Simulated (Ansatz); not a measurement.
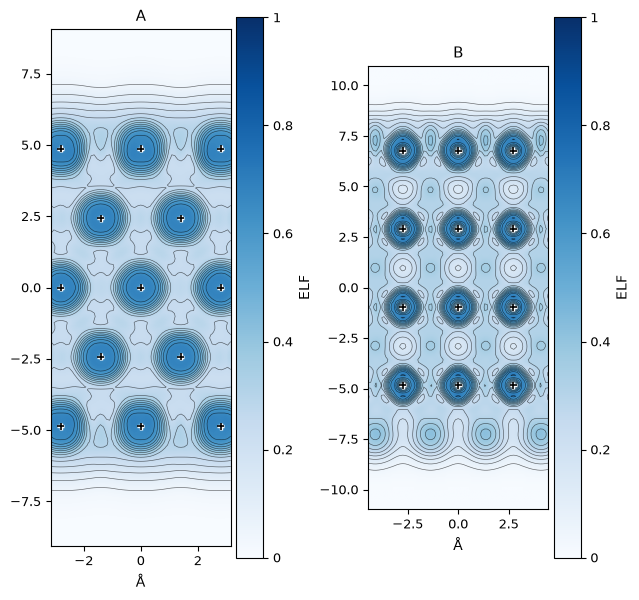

The ELF of 2 systems, each on a plane through atoms (crosses mark nuclei in the plane).

These are results of Ansatz 0.2.0, DFT PBE, scalar-relativistic, plane waves, PAW, not measurements.

System 1: Pt (slab), the (010) plane of the calculation cell, a cut from vacuum to vacuum. Not relaxed (largest force 0.9 eV/Å).

```xyz
13
Lattice="2.8073 0.0000 0.0000 0.0000 6.8764 0.0000 0.0000 0.0000 24.7247" Properties=species:S:1:pos:R:3 pbc="T T T"
Pt    1.4036    4.5843    7.5000
Pt    0.0000    2.2921    8.3105
Pt    1.4036    0.0000    9.1207
Pt    0.0000    4.5843    9.9312
Pt    1.4036    2.2921   10.7417
Pt    0.0000    0.0000   11.5519
Pt    1.4036    4.5843   12.3624
Pt    0.0000    2.2921   13.1729
Pt    1.4036    0.0000   13.9831
Pt    0.0000    4.5843   14.7936
Pt    1.4036    2.2921   15.6040
Pt    0.0000    0.0000   16.4143
Pt    1.4036    4.5843   17.2247
```

System 2: Ir (slab), the (100) plane of the calculation cell, a cut from vacuum to vacuum. Changed on purpose from its base cell (repeats removed: -2); not relaxed (largest force 1.0 eV/Å); computed without spin polarisation.

```yaml
crystal:
  lattice:
    - [2.73697, 0.00000, 0.00000]
    - [0.00000, 2.73697, 0.00000]
    - [0.00000, 0.00000, 28.54730]
  atoms:
    - { symbol: Ir, position: [0.50000, 0.50000, 0.26272] }
    - { symbol: Ir, position: [0.00000, 0.00000, 0.33052] }
    - { symbol: Ir, position: [0.50000, 0.50000, 0.39831] }
    - { symbol: Ir, position: [0.00000, 0.00000, 0.46610] }
    - { symbol: Ir, position: [0.50000, 0.50000, 0.53390] }
    - { symbol: Ir, position: [0.00000, 0.00000, 0.60169] }
    - { symbol: Ir, position: [0.50000, 0.50000, 0.66948] }
    - { symbol: Ir, position: [0.00000, 0.00000, 0.73728] }
```

Question: Which map belongs to which system?

Answer: Panel A is system 1, Pt: the plane holds Pt. Pt–Pt (2.81 Å): the ELF is about 0.30 at the midpoint (no localised pair shows between them). Panel B is system 2, Ir: the plane holds Ir. Ir–Ir (2.74 Å): the ELF is about 0.35 at the midpoint: no localised pair shows between them.
